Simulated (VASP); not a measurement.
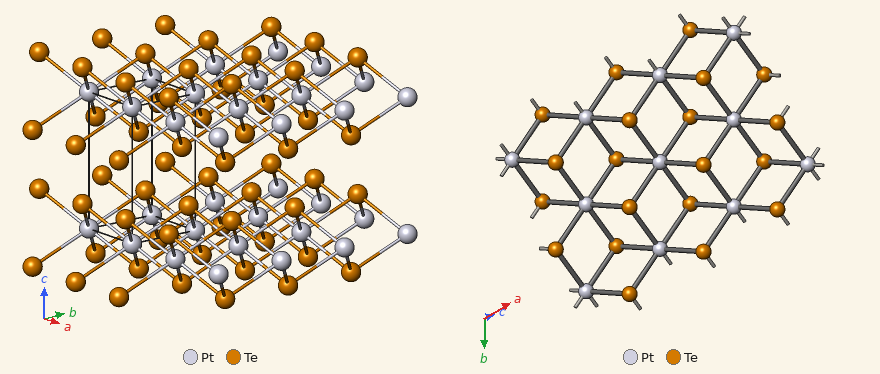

Left: the structure. Right: its underlying net. Nodes are coloured by element. One layer is drawn. Short stubs are edges that leave the cut-out.

The compound is Te2Pt (space group P-3m1, No. 164), taken as an entry of the Crystallography Open Database, as set up for an electronic-structure calculation.

Bonds are taken as Pt–Te below 3 Å. Atoms with one bond or none are removed and atoms with two bonds are replaced by edges, until no such atom is left.

The result is a binodal (3,6)-connected, two-periodic (layers) net: Te is a 3-connected node; Pt is a 6-connected node, in the ratio 2:1. It is the kgd net, known from the layers of CdI2 (1T type). The layers lie parallel to (001).

| node | links | point symbol | coordination sequence |
| --- | --- | --- | --- |
| Te | 3 | 4³ | 3 12 9 24 15 36 21 48 27 60 |
| Pt | 6 | 4⁶·6⁶·8³ | 6 6 18 12 30 18 42 24 54 30 |
